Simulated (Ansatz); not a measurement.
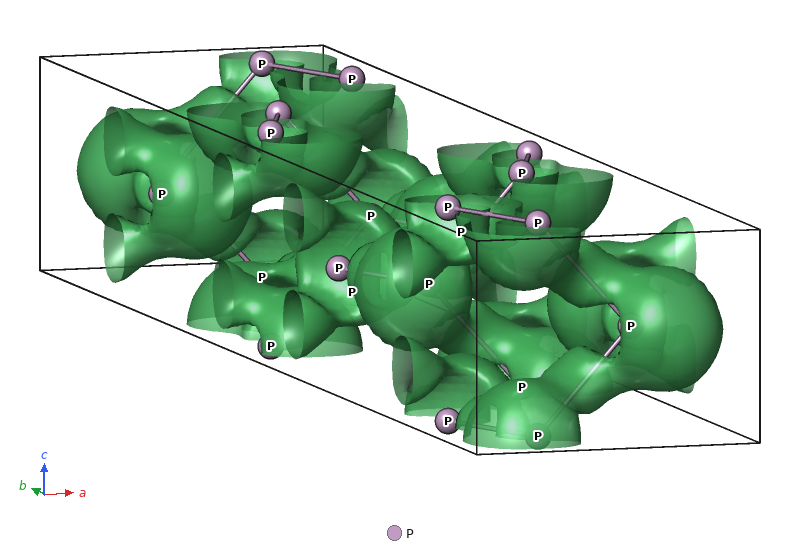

The picture shows: P. Isosurface of the ELF at 0.75 (green), seen slightly off an axis. Only the valence region is drawn (cores and ρ < 0.01 e/Å³ removed). Sticks mark near contacts.

Space group Ibam.

Level of theory: DFT PBE, scalar-relativistic, plane waves, PAW in Ansatz.

Core electrons are frozen (PAW), and the valence fields are smoothed inside the atomic spheres.

```
P
1.0
     0.00000    0.00000    4.55777
     0.00000   22.57087    0.00000
    -3.31043    0.00000    0.00000
P
16
Direct
  0.16372 0.57796 0.00000
  0.66372 0.07796 0.50000
  0.66372 0.32796 0.00000
  0.16372 0.82796 0.50000
  0.83628 0.82796 0.00000
  0.33628 0.32796 0.50000
  0.33628 0.07796 0.00000
  0.83628 0.57796 0.50000
  0.33628 0.67204 0.00000
  0.83628 0.17204 0.50000
  0.83628 0.42204 0.00000
  0.33628 0.92204 0.50000
  0.66372 0.92204 0.00000
  0.16372 0.42204 0.50000
  0.16372 0.17204 0.00000
  0.66372 0.67204 0.50000
```

Identify the bonds, lone pairs and shells in this picture.

Answer. The ELF exceeds this value in sheets that run through the cell in two directions, counted in one cell of 16 atoms. Any copies at cell faces, edges or corners count once. There are no localised bonds or lone pairs at this value. Profiles from the grid: P–P (2.23 Å): the ELF peaks at about 0.90 between the atoms.
